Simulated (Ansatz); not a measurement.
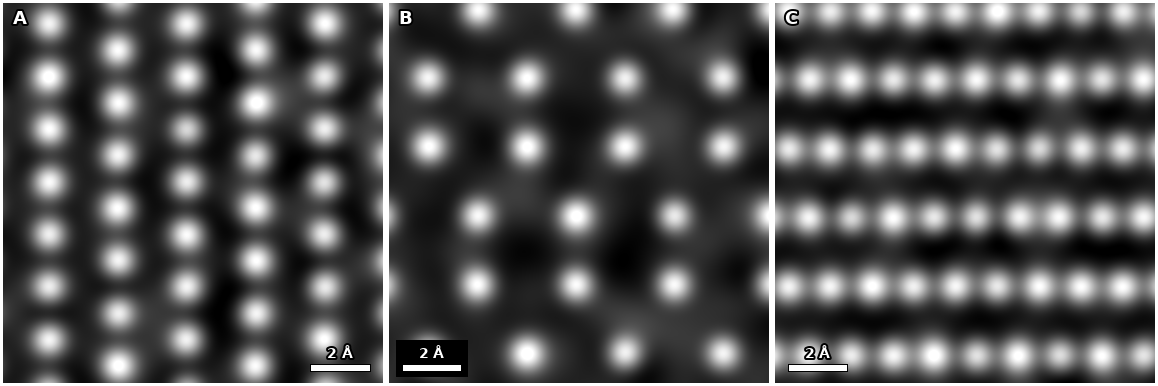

Three views of Ca (I4_1/amd, No. 141) along different zone axes. The image is simulated as a sum over atoms of Z^1.7, blurred by a 1.01 Å probe (no channelling). The speckle of an amorphous layer was added. Structure: the geometry relaxed with DFT PBE, scalar-relativistic, plane waves, PAW in Ansatz 0.2.0; the starting structure was generated, so it need not be a known form of this composition.

```
Ca
1.0
     6.82831    0.00000    0.00000
     0.00000    6.82831    0.00000
     0.00000    0.00000    3.68942
Ca
4
Direct
  0.00000 0.00000 0.50000
  0.00000 0.50000 0.75000
  0.50000 0.50000 0.00000
  0.50000 0.00000 0.25000
```

Q: Match the panels to the zone axes [110], [111] and [112].

A is [110]: projected cell 1.84 × 2.58 Å, 111°, plane group c2mm. B is [111]: projected cell 3.45 × 5.13 Å, 110°, plane group c2mm. C is [112]: projected cell 1.47 × 2.52 Å, 107°, plane group c2mm.
